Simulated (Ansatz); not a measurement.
Consider HBr.

```cif
data_structure
_symmetry_space_group_name_H-M 'P 1'
_symmetry_Int_Tables_number 1
_cell_length_a 5.5550
_cell_length_b 5.6400
_cell_length_c 6.0630
_cell_angle_alpha 90.000
_cell_angle_beta 90.000
_cell_angle_gamma 90.000
_cell_volume 189.96
loop_
_atom_site_label
_atom_site_type_symbol
_atom_site_fract_x
_atom_site_fract_y
_atom_site_fract_z
_atom_site_occupancy
Br1 Br 0.50000 0.00000 0.00000 1
Br2 Br 0.00000 0.50000 0.00000 1
Br3 Br 0.00000 0.00000 0.50000 1
Br4 Br 0.50000 0.50000 0.50000 1
H1 H 0.00000 0.00000 0.00000 1
H2 H 0.50000 0.50000 0.00000 1
H3 H 0.50000 0.00000 0.50000 1
H4 H 0.00000 0.50000 0.50000 1
```

Space group Fmmm; computed pressure about −8 GPa in this cell.

All numbers below come from Ansatz, Kohn-Sham DFT of a periodic cell, PBEsol, spin-orbit coupling, Ansatz PAW.

> Predict the valence pseudo-density and electron localisation function between the atoms.

Br–H (2.82 Å): the density is about 0.16 e/Å³ at the midpoint; the ELF climbs to about 1 towards the hydrogen, as it does in any bond to H.

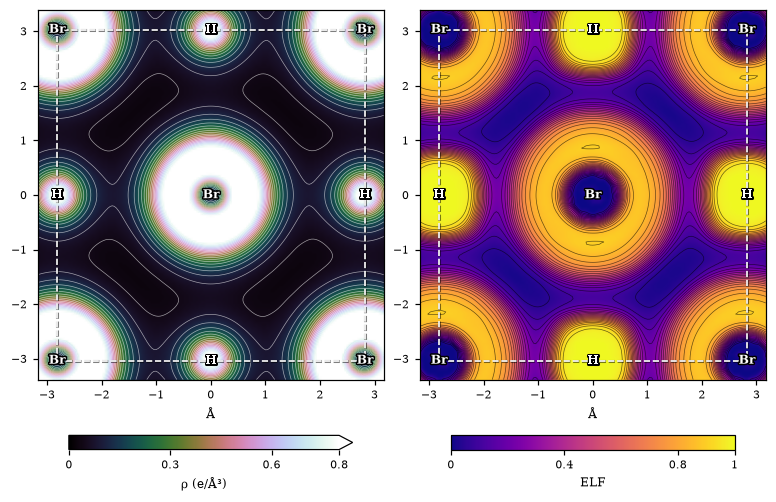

Computed valence pseudo-density and electron localisation function on the (100) plane of the conventional cell, in this order. 

In a PAW calculation such maps are meaningful between the atoms, not at the nuclei.
